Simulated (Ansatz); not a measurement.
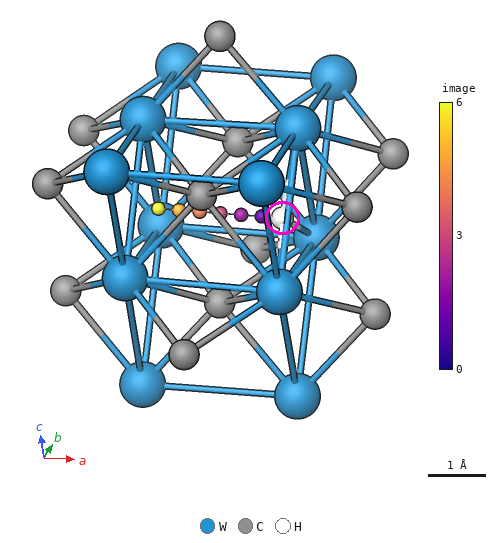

A nudged-elastic-band calculation for a defect cell of composition HW₈C₈ (17 atoms in the cell). Images are numbered from 0 (start) to 6 (end). The start is drawn whole; smaller spheres mark the moving atoms (H) in the later images, joined by lines and coloured by the number of the image. A ball-and-stick model of the atoms within 4.1 Å of the middle of the path, seen slightly off an axis. The moving atom is ringed, with any periodic copies. Bonds to atoms that aren't drawn are left out.

Level of theory: DFT PBEsol, scalar-relativistic, plane waves, PAW (Ansatz).

Input
```yaml
crystal:
  lattice:
    - [0.0, 0.0, -5.6555137123]
    - [-2.8984787826, -5.020312516, 0.0]
    - [-2.8984787825, 5.0203125161, 0.0]
  atoms:
    - { symbol: W, position: [0.4986348277, 0.500002527, 0.5000003237] }
    - { symbol: W, position: [0.9990624456, 0.5000015376, 0.4999996763] }
    - { symbol: W, position: [0.5000000255, 0.5008394557, 0.0004183603] }
    - { symbol: W, position: [1.0004420986, 0.4908634021, -0.0045690308] }
    - { symbol: W, position: [0.499999609, 0.9995801404, 0.4991583582] }
    - { symbol: W, position: [1.0004426679, 1.0045707934, 0.5091354319] }
    - { symbol: W, position: [0.4999999745, 0.9995796101, 0.0004179013] }
    - { symbol: W, position: [1.0004408179, 1.0045690826, -0.0045679935] }
    - { symbol: C, position: [0.25248669, 0.16666613, 0.8333319831] }
    - { symbol: C, position: [0.748500358, 0.1666672034, 0.8333319637] }
    - { symbol: C, position: [0.250068582, 0.1689134723, 0.3344535287] }
    - { symbol: C, position: [0.7476022907, 0.1709557016, 0.3354758313] }
    - { symbol: C, position: [0.2500682488, 0.6655433041, 0.8310857049] }
    - { symbol: C, position: [0.7476023947, 0.6645240514, 0.8290465564] }
    - { symbol: C, position: [0.2500690563, 0.6655427964, 0.3344536893] }
    - { symbol: C, position: [0.7476028932, 0.6645246198, 0.3354762848] }
    - { symbol: H, position: [0.9506386317, 0.8333344955, 0.1666664424] }
basis:
  ecutwfc: 420
  xc_grid: 2
kpoints:
  mp_grid: { grid: [4, 5, 5], shift: [0.5, 0.0, 0.0] }
hamiltonian:
  xc: pbesol
scf:
  occupations: { method: gaussian, width: 0.1 }
output:
  forces: true
neb:
  images: 5
  f_tol: 0.05
  max_iterations: 70
  order_check: false
  final_atoms:
    - { symbol: W, position: [0.5009375544, 0.5000015376, 0.4999996763] }
    - { symbol: W, position: [1.0013651723, 0.500002527, 0.5000003237] }
    - { symbol: W, position: [0.4995579014, 0.4908634021, -0.0045690308] }
    - { symbol: W, position: [0.9999999745, 0.5008394557, 0.0004183603] }
    - { symbol: W, position: [0.4995573321, 1.0045707934, 0.5091354319] }
    - { symbol: W, position: [1.000000391, 0.9995801404, 0.4991583582] }
    - { symbol: W, position: [0.4995591821, 1.0045690826, -0.0045679935] }
    - { symbol: W, position: [1.0000000255, 0.9995796101, 0.0004179013] }
    - { symbol: C, position: [0.24751331, 0.16666613, 0.8333319831] }
    - { symbol: C, position: [0.751499642, 0.1666672034, 0.8333319637] }
    - { symbol: C, position: [0.249931418, 0.1689134723, 0.3344535287] }
    - { symbol: C, position: [0.7523977093, 0.1709557016, 0.3354758313] }
    - { symbol: C, position: [0.2499317512, 0.6655433041, 0.8310857049] }
    - { symbol: C, position: [0.7523976053, 0.6645240514, 0.8290465564] }
    - { symbol: C, position: [0.2499309437, 0.6655427964, 0.3344536893] }
    - { symbol: C, position: [0.7523971068, 0.6645246198, 0.3354762848] }
    - { symbol: H, position: [0.5493613683, 0.8333344955, 0.1666664424] }
```

Command:
```bash
ansatz run input.yaml --threads 4 --pin off --max-ram 10240MiB --backend cpu --events-out ev --progress --plain --runs-dir out
```

Describe the path and its energy.

The H atom travels furthest, 2.27 Å from end to end, along −a, on a straight line. At the highest image its nearest neighbour (C) is 1.69 Å away, against 1.74 Å at the start. The barrier is about 0.68 eV in both directions, with image 3 at the top; the ends have the same energy. The band is converged.

Limits of the set-up: the periodic images lie only 5.7 Å apart, so the values are limited by the cell's size.
